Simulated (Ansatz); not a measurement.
## Geometry relaxation, with input and output: AlP (part 2 of 2)

The same run, continued: AlP (slab, 8 atoms in the cell); DFT r2SCAN, scalar-relativistic, plane waves, PAW, no spin polarisation (Ansatz 0.2.0); cutoff 500 eV, 7×5×1 k-mesh, Gaussian smearing of 0.05 eV. The structure derives from an entry of the Crystallography Open Database. The input holds or restrains some coordinates. Forces given for the steps count only the free coordinates. It belongs to a series of runs on one base structure; here: clean slab, lower half held.

Geometry of the input (Å; fractional positions):
```
3.8739  0.0000  0.0000
0.0000  5.4785  0.0000
0.0000  0.0000  22.8108
Al 0.5000  0.5000  0.3726
P  0.0000  0.2500  0.3726
Al 0.0000  0.0000  0.4575
P  0.5000  0.7500  0.4575
Al 0.5000  0.5000  0.5425
P  0.0000  0.2500  0.5425
Al 0.0000  0.0000  0.6274
P  0.5000  0.7500  0.6274
```

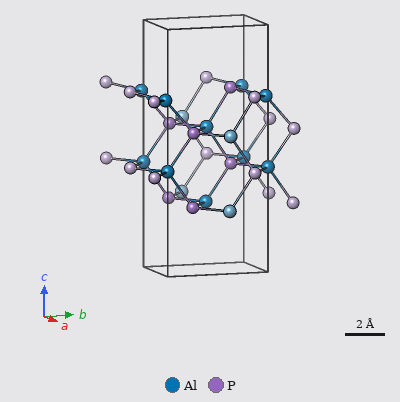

Fig. 1: The geometry at step 2 of the log (ball-and-stick view of the cell of the calculation, with the vacuum cut short, seen slightly off an axis; neighbours outside the cell are drawn fainter).

## Log, continued
```
SCF iter   1: F=—  HF=-5200.758596 eV  |F-HF|=—  |Δ(HF+E_count)|=         —  Δρ=2.12e-3  dr2=2.90e-2  dr2_τ=4.05e-3  ethr=9.77e-4  p=-0.030 e·Å  D=-1.14e-2 V/Å  ΔV_dip=0.26 eV  dr2_dipole=4.81e-6  V_vac-E_F(+/−)=4.62/4.36 eV  ⟨swp⟩=5.1  Hψ=1211  notcnv=0  defer=18
efield: sawtooth ramp at fractional position 0.9800 (handed on by an earlier solve), width 0.0400; the density the first Hamiltonian is built on has a dipole p = -0.030 e·Å; the dipole correction subtracts the counter field D = -1.14e-2 V/Å, which shifts the + side's vacuum level by +0.26 eV against the − side's; the planar-averaged density in the ramp window peaks in size at 5.1e-8 e/Å³
preconditioner: auto → Resta (q_TF=auto, 1.735 Å⁻¹)  ε∞=2.3  [insulator: Δε(μ)=1.429 eV  Ē_g=8.271 eV  σ=0.050 eV  W_gap=1.00  n_scr=40 (ndim 8)  ℏωp=9.5 eV  f_vac=0.568  D(μ)=0.00/eV (n_scr^D=0)  ε∞_Penn≈2.3  vacuum switching on, ρ_ref=5.0e-3 e/Å³]
SCF iter   2: F=—  HF=-5200.772742 eV  |F-HF|=—  |Δ(HF+E_count)|=   1.41e-2  Δρ=1.20e-3  dr2=1.02e-2  dr2_τ=6.41e-5  ethr=9.07e-5  p=-0.030 e·Å  D=-1.12e-2 V/Å  ΔV_dip=0.26 eV  dr2_dipole=1.13e-3  V_vac-E_F(+/−)=4.64/4.39 eV  ⟨swp⟩=3.1  Hψ=660  notcnv=0  defer=27
SCF iter   3: F=—  HF=-5200.782449 eV  |F-HF|=—  |Δ(HF+E_count)|=   9.71e-3  Δρ=5.25e-4  dr2=1.21e-2  dr2_τ=2.52e-5  ethr=3.18e-5  p=-0.065 e·Å  D=-2.43e-2 V/Å  ΔV_dip=0.55 eV  dr2_dipole=4.20e-3  V_vac-E_F(+/−)=4.90/4.34 eV  ⟨swp⟩=2.4  Hψ=465  notcnv=0  defer=27
SCF iter   4: F=—  HF=-5200.782053 eV  |F-HF|=—  |Δ(HF+E_count)|=   3.96e-4  Δρ=1.97e-4  dr2=8.88e-4  dr2_τ=1.24e-5  ethr=3.18e-5  p=-0.047 e·Å  D=-1.76e-2 V/Å  ΔV_dip=0.40 eV  dr2_dipole=3.55e-4  V_vac-E_F(+/−)=4.79/4.39 eV  ⟨swp⟩=2.5  Hψ=430  notcnv=0  defer=27
SCF iter   5: F=—  HF=-5200.782213 eV  |F-HF|=—  |Δ(HF+E_count)|=   1.60e-4  Δρ=7.13e-5  dr2=5.59e-5  dr2_τ=7.10e-7  ethr=2.78e-6  p=-0.053 e·Å  D=-1.99e-2 V/Å  ΔV_dip=0.45 eV  dr2_dipole=1.31e-6  V_vac-E_F(+/−)=4.84/4.38 eV  ⟨swp⟩=2.5  Hψ=449  notcnv=0  defer=27
SCF iter   6: F=-5200.782267 eV  HF=-5200.782266 eV  |F-HF|=1.10e-6  |Δ(HF+E_count)|=   5.29e-5  Δρ=2.87e-5  dr2=1.48e-5  dr2_τ=1.63e-7  ethr=1.75e-7  p=-0.054 e·Å  D=-2.00e-2 V/Å  ΔV_dip=0.46 eV  dr2_dipole=7.03e-7  V_vac-E_F(+/−)=4.84/4.38 eV  ⟨swp⟩=23.8  Hψ=3770  notcnv=0
SCF 3 converged in 6 iterations: F = -5200.782267 eV  dr2 = 1.48e-5
  greatest PAW one-centre occupation: 0.790 electrons in one spin orbital (limit 2), on the P atom at site 7 (counted from 0), in its partial waves of l = 0
relax step   3: F+E_penalty+E_count = -5200.78226693 eV  Δ(F+E_penalty+E_count) = -1.881e-1 eV  max|allowed force component| = 3.696e-1 eV/Å  Δτ_max = 0.1948 Å  (6 SCF iters, dr2 threshold 6.46e-5 eV, accepted)
SCF iter   1: F=—  HF=-5200.794050 eV  |F-HF|=—  |Δ(HF+E_count)|=         —  Δρ=3.21e-3  dr2=6.88e-2  dr2_τ=1.58e-2  ethr=1.09e-3  p=-0.054 e·Å  D=-2.00e-2 V/Å  ΔV_dip=0.46 eV  dr2_dipole=2.90e-3  V_vac-E_F(+/−)=4.84/4.39 eV  ⟨swp⟩=5.1  Hψ=1135  notcnv=0  defer=20
efield: sawtooth ramp at fractional position 0.9800 (handed on by an earlier solve), width 0.0400; the density the first Hamiltonian is built on has a dipole p = -0.054 e·Å; the dipole correction subtracts the counter field D = -2.00e-2 V/Å, which shifts the + side's vacuum level by +0.46 eV against the − side's; the planar-averaged density in the ramp window peaks in size at 1.9e-8 e/Å³
preconditioner: auto → Resta (q_TF=auto, 1.735 Å⁻¹)  ε∞=2.3  [insulator: Δε(μ)=1.392 eV  Ē_g=8.305 eV  σ=0.050 eV  W_gap=1.00  n_scr=40 (ndim 8)  ℏωp=9.5 eV  f_vac=0.571  D(μ)=0.00/eV (n_scr^D=0)  ε∞_Penn≈2.3  vacuum switching on, ρ_ref=5.0e-3 e/Å³]
SCF iter   2: F=—  HF=-5200.815144 eV  |F-HF|=—  |Δ(HF+E_count)|=   2.11e-2  Δρ=1.70e-3  dr2=2.23e-2  dr2_τ=1.87e-4  ethr=2.15e-4  p=-0.026 e·Å  D=-9.77e-3 V/Å  ΔV_dip=0.22 eV  dr2_dipole=5.53e-3  V_vac-E_F(+/−)=4.66/4.44 eV  ⟨swp⟩=3.6  Hψ=637  notcnv=0  defer=26
SCF iter   3: F=—  HF=-5200.821385 eV  |F-HF|=—  |Δ(HF+E_count)|=   6.24e-3  Δρ=9.98e-4  dr2=1.60e-2  dr2_τ=6.63e-5  ethr=6.97e-5  p=-0.070 e·Å  D=-2.60e-2 V/Å  ΔV_dip=0.59 eV  dr2_dipole=4.56e-3  V_vac-E_F(+/−)=4.95/4.36 eV  ⟨swp⟩=3.2  Hψ=485  notcnv=0  defer=26
SCF iter   4: F=—  HF=-5200.822195 eV  |F-HF|=—  |Δ(HF+E_count)|=   8.10e-4  Δρ=3.16e-4  dr2=8.99e-4  dr2_τ=1.01e-5  ethr=4.99e-5  p=-0.053 e·Å  D=-1.97e-2 V/Å  ΔV_dip=0.45 eV  dr2_dipole=2.18e-4  V_vac-E_F(+/−)=4.86/4.41 eV  ⟨swp⟩=2.9  Hψ=457  notcnv=0  defer=26
SCF iter   5: F=—  HF=-5200.822829 eV  |F-HF|=—  |Δ(HF+E_count)|=   6.34e-4  Δρ=8.33e-5  dr2=1.17e-4  dr2_τ=1.08e-6  ethr=2.81e-6  p=-0.059 e·Å  D=-2.20e-2 V/Å  ΔV_dip=0.50 eV  dr2_dipole=4.89e-7  V_vac-E_F(+/−)=4.90/4.40 eV  ⟨swp⟩=2.0  Hψ=512  notcnv=0  defer=26
SCF iter   6: F=-5200.822902 eV  HF=-5200.822892 eV  |F-HF|=1.04e-5  |Δ(HF+E_count)|=   6.25e-5  Δρ=3.41e-5  dr2=1.26e-5  dr2_τ=1.70e-7  ethr=5.64e-8  p=-0.060 e·Å  D=-2.23e-2 V/Å  ΔV_dip=0.51 eV  dr2_dipole=1.07e-7  V_vac-E_F(+/−)=4.91/4.40 eV  ⟨swp⟩=21.7  Hψ=3488  notcnv=0
SCF 4 converged in 6 iterations: F = -5200.822902 eV  dr2 = 1.26e-5
  greatest PAW one-centre occupation: 0.793 electrons in one spin orbital (limit 2), on the P atom at site 7 (counted from 0), in its partial waves of l = 0
relax step   4: F+E_penalty+E_count = -5200.82290234 eV  Δ(F+E_penalty+E_count) = -4.064e-2 eV  max|allowed force component| = 7.552e-2 eV/Å  Δτ_max = 0.1917 Å  (6 SCF iters, dr2 threshold 1.81e-5 eV, accepted)
SCF iter   1: F=—  HF=-5200.823353 eV  |F-HF|=—  |Δ(HF+E_count)|=         —  Δρ=2.78e-4  dr2=7.00e-4  dr2_τ=2.20e-4  ethr=9.60e-6  p=-0.060 e·Å  D=-2.23e-2 V/Å  ΔV_dip=0.51 eV  dr2_dipole=4.45e-5  V_vac-E_F(+/−)=4.91/4.40 eV  ⟨swp⟩=3.0  Hψ=786  notcnv=0  defer=26
efield: sawtooth ramp at fractional position 0.9800 (handed on by an earlier solve), width 0.0400; the density the first Hamiltonian is built on has a dipole p = -0.060 e·Å; the dipole correction subtracts the counter field D = -2.23e-2 V/Å, which shifts the + side's vacuum level by +0.51 eV against the − side's; the planar-averaged density in the ramp window peaks in size at 1.9e-8 e/Å³
preconditioner: auto → Resta (q_TF=auto, 1.735 Å⁻¹)  ε∞=2.3  [insulator: Δε(μ)=1.378 eV  Ē_g=8.291 eV  σ=0.050 eV  W_gap=1.00  n_scr=40 (ndim 8)  ℏωp=9.5 eV  f_vac=0.567  D(μ)=0.00/eV (n_scr^D=0)  ε∞_Penn≈2.3  vacuum switching on, ρ_ref=5.0e-3 e/Å³]
SCF iter   2: F=—  HF=-5200.823419 eV  |F-HF|=—  |Δ(HF+E_count)|=   6.68e-5  Δρ=1.35e-4  dr2=1.62e-4  dr2_τ=1.81e-6  ethr=2.19e-6  p=-0.063 e·Å  D=-2.36e-2 V/Å  ΔV_dip=0.54 eV  dr2_dipole=3.69e-5  V_vac-E_F(+/−)=4.94/4.40 eV  ⟨swp⟩=2.2  Hψ=544  notcnv=0  defer=26
SCF iter   3: F=—  HF=-5200.823425 eV  |F-HF|=—  |Δ(HF+E_count)|=   5.83e-6  Δρ=8.56e-5  dr2=1.14e-4  dr2_τ=6.11e-7  ethr=5.06e-7  p=-0.060 e·Å  D=-2.24e-2 V/Å  ΔV_dip=0.51 eV  dr2_dipole=3.99e-5  V_vac-E_F(+/−)=4.91/4.40 eV  ⟨swp⟩=2.1  Hψ=354  notcnv=0  defer=26
SCF iter   4: F=—  HF=-5200.823414 eV  |F-HF|=—  |Δ(HF+E_count)|=   1.09e-5  Δρ=3.22e-5  dr2=5.65e-6  dr2_τ=5.97e-8  ethr=3.57e-7  p=-0.062 e·Å  D=-2.30e-2 V/Å  ΔV_dip=0.53 eV  dr2_dipole=8.92e-7  V_vac-E_F(+/−)=4.92/4.40 eV  ⟨swp⟩=2.2  Hψ=325  notcnv=0  defer=26
SCF iter   5: F=—  HF=-5200.823391 eV  |F-HF|=—  |Δ(HF+E_count)|=   2.31e-5  Δρ=9.44e-6  dr2=5.93e-7  dr2_τ=1.09e-8  ethr=1.76e-8  p=-0.061 e·Å  D=-2.29e-2 V/Å  ΔV_dip=0.52 eV  dr2_dipole=9.43e-9  V_vac-E_F(+/−)=4.92/4.40 eV  ⟨swp⟩=2.5  Hψ=444  notcnv=0  defer=26
SCF iter   6: F=-5200.823391 eV  HF=-5200.823391 eV  |F-HF|=3.01e-8  |Δ(HF+E_count)|=   1.84e-7  Δρ=2.59e-6  dr2=3.11e-8  dr2_τ=4.95e-10  ethr=3.13e-10  p=-0.061 e·Å  D=-2.29e-2 V/Å  ΔV_dip=0.52 eV  dr2_dipole=5.04e-10  V_vac-E_F(+/−)=4.92/4.40 eV  ⟨swp⟩=18.2  Hψ=3014  notcnv=0
SCF 5 converged in 6 iterations: F = -5200.823391 eV  dr2 = 3.11e-8
  Residual-converged pass: ⟨swp⟩=1.2  Hψ=347  notcnv=0  max |occ|·‖R‖ = 7.0e-9 eV (tolerance 1.0e-8 eV)  dr2=3.11e-8  dr2_τ=4.95e-10  dr2_onsite=6.67e-10  max |Δocc| = 3.7e-93
relax step   5: F+E_penalty+E_count = -5200.82339139 eV  Δ(F+E_penalty+E_count) = -4.891e-4 eV  max|allowed force component| = 7.574e-3 eV/Å  Δτ_max = 0.0128 Å  (6 SCF iters, accepted)
iter 1 solved again at ethr=9.72e-11 eV; its pass at ethr=3.10e-3 eV (dr2=3.11e-8 eV) is discarded
SCF iter   1: F=—  HF=-5200.823391 eV  |F-HF|=—  |Δ(HF+E_count)|=         —  Δρ=2.59e-6  dr2=3.11e-8  dr2_τ=4.95e-10  ethr=9.72e-11  p=-0.061 e·Å  D=-2.29e-2 V/Å  ΔV_dip=0.52 eV  dr2_dipole=5.04e-10  V_vac-E_F(+/−)=4.92/4.40 eV  ⟨swp⟩=1.0  Hψ=1028  notcnv=0
efield: sawtooth ramp at fractional position 0.9800 (kept from the solve that this one continues, or follows in the run), width 0.0400; the density the first Hamiltonian is built on has a dipole p = -0.061 e·Å; the dipole correction subtracts the counter field D = -2.29e-2 V/Å, which shifts the + side's vacuum level by +0.52 eV against the − side's; the planar-averaged density in the ramp window peaks in size at 2.0e-8 e/Å³
preconditioner: auto → Resta (q_TF=auto, 1.735 Å⁻¹)  ε∞=2.3  [insulator: Δε(μ)=1.379 eV  Ē_g=8.291 eV  σ=0.050 eV  W_gap=1.00  n_scr=40 (ndim 8)  ℏωp=9.5 eV  f_vac=0.567  D(μ)=0.00/eV (n_scr^D=0)  ε∞_Penn≈2.3  vacuum switching on, ρ_ref=5.0e-3 e/Å³]
SCF iter   2: F=-5200.823391 eV  HF=-5200.823391 eV  |F-HF|=1.40e-8  |Δ(HF+E_count)|=   2.44e-8  Δρ=1.43e-6  dr2=8.64e-9  dr2_τ=1.44e-10  ethr=9.72e-11  p=-0.061 e·Å  D=-2.29e-2 V/Å  ΔV_dip=0.52 eV  dr2_dipole=4.41e-11  V_vac-E_F(+/−)=4.92/4.40 eV  ⟨swp⟩=10.0  Hψ=1827  notcnv=0
SCF 6 converged in 2 iterations: F = -5200.823391 eV  dr2 = 8.64e-9
WARN: The output density's exchange-correlation potential varies sharply where the density is thin. Do not read a vacuum level from v_tot or v_xc, or from such a field of the output density. On a cell that repeats whose density bears no net charge and no dipole along the vacuum's axis use v_es (v_loc + v_h of the components); under efield.dipole_correction with no amplitude use v_es + v_field, which holds any external_charges[].barrier, or the levels of the report's work_function block, which leave it out; under a non-zero efield.amplitude the vacuum is tilted and has no level; on a cell that repeats and bears such a dipole with no correction it is tilted too, and efield.dipole_correction with no amplitude gives each side of its ramp a level where efield: is served; in a cell that repeats whose density bears a net charge (total_charge, or a fill off its count) it is curved and has none; of a slab under crystal.periodic whose density bears no net charge use v_es, which has a level on each side, short of where the two are joined; of another it falls or rises all the way out and has none; of a slab beside external_charges read slab_vacuum_level instead, which it has where they leave it neutral. The grid or the basis barely resolves most such structure, and the values can differ between equally converged runs; as a rule a tighter scf.convergence.dr2_threshold does not remove it. Where the density itself ripples (under the LDA too) a higher basis.ecutwfc lessens it. The files hold the spikes' plane waves up to the density's cutoff. Files: v_tot_of_output_density and the like, and their columns of v_z.tsv (output.write_potential); v_xc_of_output_density and the like, and their columns of v_comp_z.tsv (output.write_potential_components). Measured: with its Gaussian average of σ = 0.25 Å subtracted twice, the exchange-correlation potential is over 0.1 eV at 1425 of the grid points where the equally averaged density (valence and model cores) is under 1e-3 e/Å³, and 0.920 eV at the most among them, at an averaged density of 9.6e-4 e/Å³. The input density's (outcome.potential() and, of a run that writes arrays, v_tot and v_xc) is over 0.1 eV, so measured, at 1421 points of its own thin density, 0.920 eV at the most. See output.write_potential in the manual, Limitations
SCF converged after 2 iterations
Free energy (F): -5200.823391 eV
Harris-Foulkes:  -5200.823391 eV  (|F-HF|=1.40e-8)
Internal energy: -5200.823391 eV  (E = F + TS)
E sigma→0 (E₀):  -5200.823391 eV
Fermi energy:    -1.141025 eV
Dipole field:    D = -0.022955 V/Å  (p = -0.061413 e·Å, saw-weighted, corrected)
Work function:   Φ+ = 4.9226 eV   Φ− = 4.3990 eV
Levels:          The Fermi level and band energies are counted from a zero that moves with the ramp; work functions are not
--- Per-component energies (eV) ---
  E_band       = -201.083015
  E_kinetic    = 367.821861
  E_local      = -7668.605036  (includes V_loc(G=0)·N_el)
  E_nonlocal   = 173.149187
  E_hartree    = 3667.814506
  E_xc         = -377.742701
  E_vxc        = -380.793720  (∫ρ·V_xc dr)
  E_paw        = -4195.854387  (= ΣΔE_a)
  E_vpaw       = -45.123144  (= ΣTr[D̂ρ^β])
  E_aug_tail   = -0.000001  (compensation charges beyond the density's cutoff)
  E_vtau       = 16.842608  (kinetic-family band-sum trace: ∫τ·v_τ [+ j·A + Jᵃ·Aᵃ] dr)
  E_efield     = 0.000705  (sawtooth field / dipole correction)
  E_vefield    = -0.004464  (∫n·V_field dr)
  E_ewald      = 2833.196275
  E_core_change = -0.603801  (= ΣΔE_core)
  E_smearing   = -0.000000  (= −TS)
  E_closure    = 0.000000  (closes the sum)
  Σ components = -5200.823391   (vs F -5200.823391, Δ=0.00e0)
--- Forces (eV/Å), atoms counted from 1 ---
  atom   1  Al     0.00000000    -1.51387325     1.65012009
  atom   2  P     -0.00000000     0.73591131    -1.20514671
  atom   3  Al     0.00000000     0.43322125    -0.14979183
  atom   4  P      0.00000000     0.34393842    -0.29561262
  atom   5  Al     0.00000000    -0.00639364    -0.00231766
  atom   6  P      0.00000000     0.00153094     0.00467739
  atom   7  Al     0.00000000    -0.00197098     0.00284103
  atom   8  P     -0.00000000     0.00757790    -0.00485220
  max |Σ_I F_I| component: 8.25e-5 eV/Å
--- Band table (eV; the first three rows and the last of 12) ---
  k-point 0: bands = ["-13.6500", "-12.6079", "-11.6418", "-11.3404", "-7.1958", "-6.3260", "-5.3433", "-4.8088", "-4.0834", "-3.9804", "-3.6021", "-3.1931", "-2.6214", "-2.4281", "-2.0252", "-1.9755", "-0.2063", "0.3481", "1.3492", "1.6289", "2.1800", "2.7824", "2.9227", "3.2553"]
  k-point 1: bands = ["-13.5073", "-12.5292", "-11.8322", "-11.5221", "-6.9648", "-6.6740", "-5.4975", "-4.3228", "-4.0518", "-3.8523", "-3.5946", "-3.1255", "-2.5421", "-2.5325", "-2.2109", "-1.9659", "-0.0964", "0.5581", "1.3708", "1.7428", "2.1303", "2.5154", "2.8042", "3.3966"]
  k-point 2: bands = ["-13.1018", "-12.5551", "-12.1843", "-11.7599", "-7.0764", "-6.5783", "-5.5798", "-4.6668", "-3.4920", "-3.4582", "-3.1700", "-3.0171", "-2.9195", "-2.4548", "-2.4527", "-1.9315", "-0.2293", "0.9630", "1.4759", "1.8820", "2.1271", "2.4796", "3.0289", "3.3280"]
  k-point 11: bands = ["-12.1993", "-11.9989", "-11.3777", "-11.0339", "-7.5089", "-7.0921", "-6.7917", "-6.6238", "-4.9869", "-4.6773", "-4.2077", "-3.7810", "-3.5281", "-3.1519", "-2.4939", "-1.9024", "-0.3298", "0.6501", "2.0163", "2.3469", "2.4873", "2.9361", "3.3939", "3.4838"]
--- Relaxed structure (5 steps of the walk, 5 accepted, 0 SCFs on fresh bases) ---
  F+E_penalty+E_count = -5200.82339139 eV   max|allowed force component| = 7.574e-3 eV/Å
  atoms:
    - { symbol: Al, position: [0.49999999999999994, 0.5, 0.3726297028] }
    - { symbol: P, position: [0.0, 0.25, 0.3726297028] }
    - { symbol: Al, position: [0.0, 0.0, 0.4575432343] }
    - { symbol: P, position: [0.49999999999999994, 0.75, 0.4575432343] }
    - { symbol: Al, position: [0.49999999999999994, 0.4992802473111916, 0.545767929285251] }
    - { symbol: P, position: [6.789092030416024e-19, 0.2521663799811936, 0.5429749669170408] }
    - { symbol: Al, position: [-2.3214825792625087e-17, -0.06998799379364781, 0.6086685009118094] }
    - { symbol: P, position: [0.49999999999999994, 0.7252105093279938, 0.6338428412661323] }
```

## Trajectory as extended XYZ (Å, eV, eV/Å), 5 frames, from step=1 to step=5
```
8
Lattice="3.8739 0.0000 0.0000 0.0000 5.4785 0.0000 0.0000 0.0000 22.8108" Properties=species:S:1:pos:R:3:forces:R:3 step=1 energy=-5200.16427
Al    1.9369    2.7393    8.5000    0.0000  -1.4242   1.6505
P     0.0000    1.3696    8.5000    0.0000   0.6916  -1.1261
Al    0.0000    0.0000   10.4369    0.0000   0.1411  -0.1261
P     1.9369    4.1089   10.4369    0.0000   0.5909  -0.6760
Al    1.9369    2.7393   12.3739    0.0000   0.1413   0.1257
P     0.0000    1.3696   12.3739    0.0000   0.5909   0.6766
Al    0.0000    0.0000   14.3108    0.0000  -1.4241  -1.6506
P     1.9369    4.1089   14.3108    0.0000   0.6917   1.1263
8
Lattice="3.8739 0.0000 0.0000 0.0000 5.4785 0.0000 0.0000 0.0000 22.8108" Properties=species:S:1:pos:R:3:forces:R:3 step=2 energy=-5200.59418
Al    1.9369    2.7393    8.5000    0.0000  -1.4887   1.6468
P     0.0000    1.3696    8.5000    0.0000   0.7284  -1.1727
Al    0.0000    0.0000   10.4369    0.0000   0.4068   0.0246
P     1.9369    4.1089   10.4369    0.0000   0.6236  -0.5792
Al    1.9369    2.7802   12.4077    0.0000   0.0967   0.2780
P     0.0000    1.4207   12.3829    0.0000   0.1068   0.3215
Al    0.0000   -0.1201   14.1601    0.0000  -0.6948  -1.0165
P     1.9369    4.0874   14.4057    0.0000   0.2233   0.4988
8
Lattice="3.8739 0.0000 0.0000 0.0000 5.4785 0.0000 0.0000 0.0000 22.8108" Properties=species:S:1:pos:R:3:forces:R:3 step=3 energy=-5200.78227
Al    1.9369    2.7393    8.5000    0.0000  -1.5208   1.6465
P     0.0000    1.3696    8.5000    0.0000   0.7469  -1.2004
Al    0.0000    0.0000   10.4369    0.0000   0.5271   0.0222
P     1.9369    4.1089   10.4369    0.0000   0.5356  -0.3998
Al    1.9369    2.7930   12.4490    0.0000  -0.0283   0.1701
P     0.0000    1.4305   12.3898    0.0000  -0.0122   0.0300
Al    0.0000   -0.2383   14.0053    0.0000  -0.2591  -0.3696
P     1.9369    4.0585   14.4633    0.0000   0.0119   0.1017
8
Lattice="3.8739 0.0000 0.0000 0.0000 5.4785 0.0000 0.0000 0.0000 22.8108" Properties=species:S:1:pos:R:3:forces:R:3 step=4 energy=-5200.82290
Al    1.9369    2.7393    8.5000    0.0000  -1.5128   1.6497
P     0.0000    1.3696    8.5000    0.0000   0.7340  -1.2050
Al    0.0000    0.0000   10.4369    0.0000   0.4111  -0.1752
P     1.9369    4.1089   10.4369    0.0000   0.3395  -0.3091
Al    1.9369    2.7315   12.4449    0.0000  -0.0132  -0.0202
P     0.0000    1.3779   12.3816    0.0000   0.0088   0.0380
Al    0.0000   -0.3859   13.8829    0.0000  -0.0432   0.0046
P     1.9369    3.9615   14.4530    0.0000   0.0755   0.0184
8
Lattice="3.8739 0.0000 0.0000 0.0000 5.4785 0.0000 0.0000 0.0000 22.8108" Properties=species:S:1:pos:R:3:forces:R:3 step=5 energy=-5200.82339
Al    1.9369    2.7393    8.5000    0.0000  -1.5139   1.6501
P     0.0000    1.3696    8.5000    0.0000   0.7359  -1.2052
Al    0.0000    0.0000   10.4369    0.0000   0.4332  -0.1498
P     1.9369    4.1089   10.4369    0.0000   0.3439  -0.2956
Al    1.9369    2.7353   12.4494    0.0000  -0.0064  -0.0024
P     0.0000    1.3815   12.3857    0.0000   0.0015   0.0047
Al    0.0000   -0.3834   13.8842    0.0000  -0.0019   0.0028
P     1.9369    3.9731   14.4585    0.0000   0.0076  -0.0048
```

## Key numbers

| quantity | value |
| --- | --- |
| outcome | converged under the restraints of the input |
| electrons treated | 32 |
| free energy | −5200.8234 eV |
| work function, top face | 4.92 eV |
| work function, bottom face | 4.40 eV |
| Fermi energy | −1.141 eV |
| gap on the k-point mesh | 1.38 eV |
| final volume | 484.12 Å³ |
| work function (upper face) | 4.92 eV |
| largest force (length of the vector) at the end, held atoms and coordinates included | 2.239 eV/Å |
| hardware | 2 threads of AMD EPYC (Zen 5), 32 GiB of memory available, shared host |
| wall time | 39 s (CPU time 76 s) |
| peak memory | 1.6 GiB |

The program warns: the exchange-correlation potential is rough where the density is thin.
